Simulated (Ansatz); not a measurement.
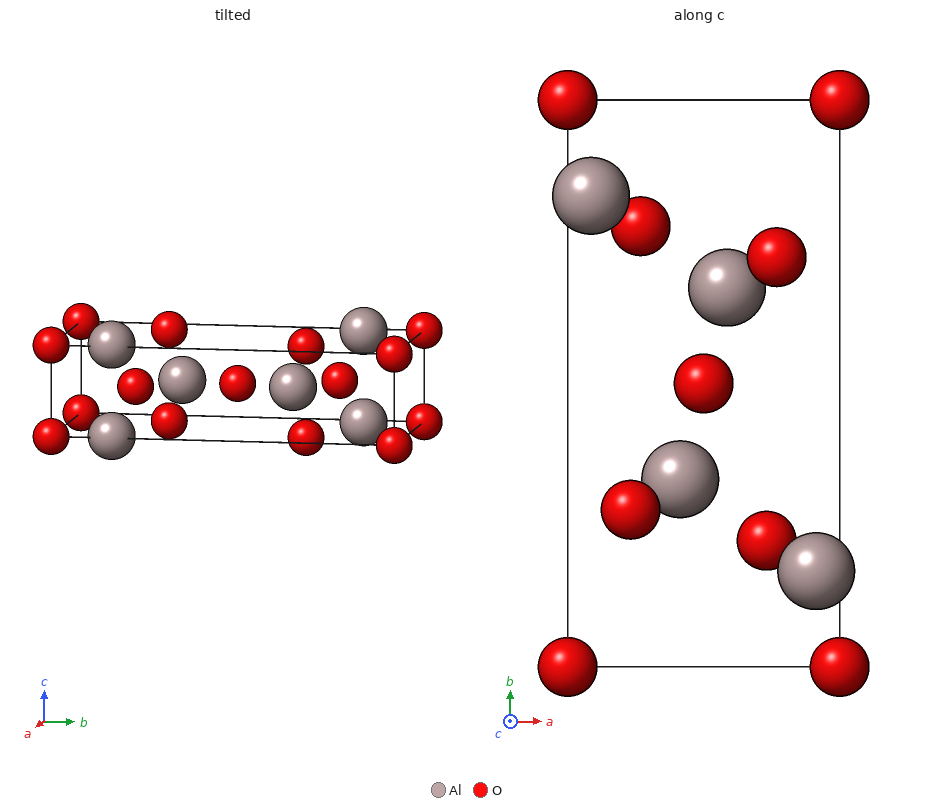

Spheres-only representation of a periodic structure, projected slightly off an axis and along the c axis. The wireframe shows the conventional unit cell.

Al₂O₃, space group Pnnm (No. 58), a = 4.96 Å, b = 10.34 Å, c = 2.74 Å, α = 90.00°, β = 90.00°, γ = 90.00°.

Computational set-up: DFT LDA, scalar-relativistic, plane waves, PAW (Ansatz 0.2.0), plane-wave cutoff 420 eV, a 6×4×8 sampling of the Brillouin zone, Gaussian smearing of 0.05 eV, no spin polarisation.

Question: Classify it as metallic or gapped, with the value.

Answer: A semiconductor at this level, with a gap of 1.70 eV on the k-mesh (the true edges may lie between mesh points, so the gap can be somewhat smaller).

Question: Under what pressure is the structure?

Answer: The computed pressure is -7.0 GPa (stretched: it would shrink). The stress isn't hydrostatic: its largest component is 30.6 GPa.

The initial geometry was a structure listed in the Materials Project. The cell was then strained or its atoms displaced on purpose. It was the input of a calculation with Ansatz.

At this level of theory the run's own cell isn't at rest (stretched, at -7 GPa and forces up to 2.6 eV/Å), so its distances can differ from those at equilibrium, the more so the softer the solid.
